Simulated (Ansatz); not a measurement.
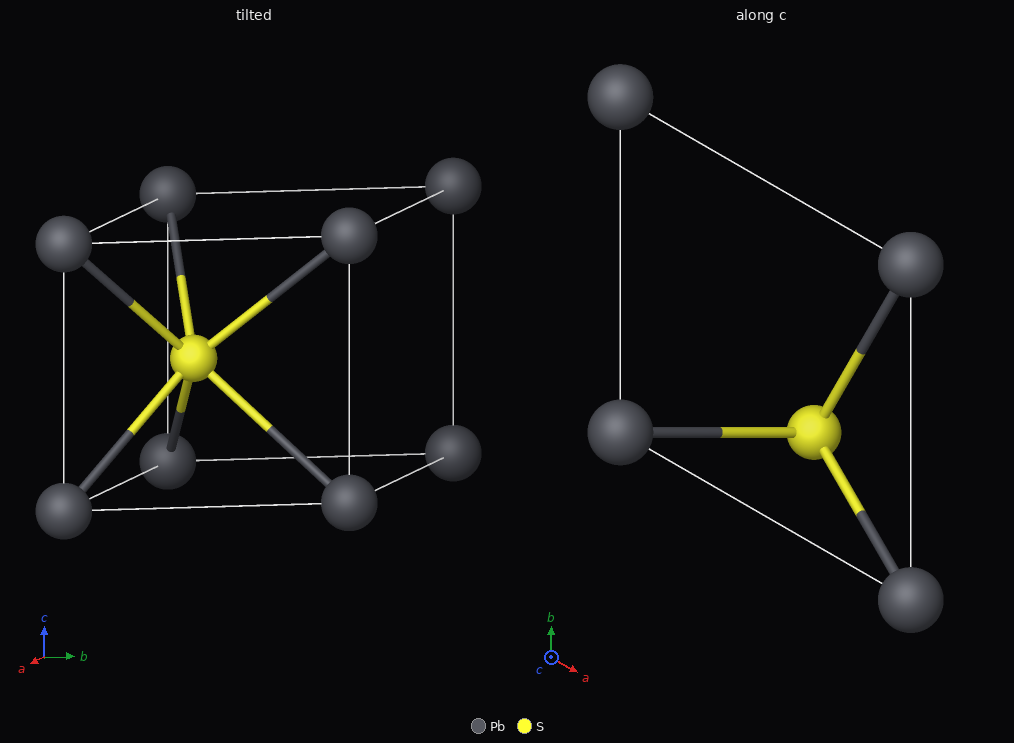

Ball-and-stick drawing of the structure, looking slightly off an axis and along the c axis. The conventional unit cell is outlined; an atom on or near a face, edge or corner is repeated at each equivalent position. Cell: a = 4.01 Å, b = 4.01 Å, c = 3.77 Å, α = 90.00°, β = 90.00°, γ = 120.00°.

Source of the structure: a structure listed in the Materials Project. Earlier steps of the study may have refined or changed the cell and positions. Ansatz was used for an electronic-structure calculation on it.

### What can be read from this drawing?

Formula: PbS. It belongs to space group P-6m2 (No. 187) and has a primitive hexagonal lattice. Type of structure: tungsten carbide (WC) type. The cell comprises 1 formula unit: 1 Pb, 1 S. The coordination shell of Pb holds six S in a trigonal prismatic arrangement at about 3.0 Å. The S atoms are each bonded to six Pb in a trigonal prismatic arrangement at about 3.0 Å. The bonds build a three-dimensional framework.

Method used: DFT PBE+D3(BJ), scalar-relativistic, plane waves, PAW (Ansatz 0.2.0). It ran with E_cut = 420 eV, k-points on a 12×12×12 grid, Gaussian smearing of 0.1 eV, no spin polarisation.

### Metal or not?

A metal: bands cross the Fermi level.

### What charge does Bader's analysis assign to each element?

Pb +0.96 e; S -0.96 e.

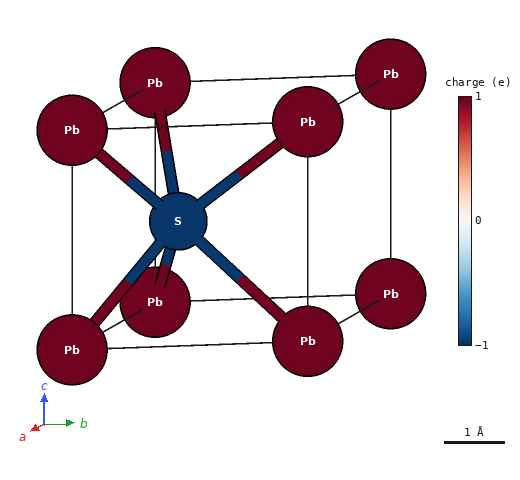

The atoms coloured by those charges. The run's cell of 2 atoms is drawn.

### Has the structure come to rest?

Yes. All forces vanish to within 0.01 eV/Å. The pressure is 0.0 GPa, close to zero.
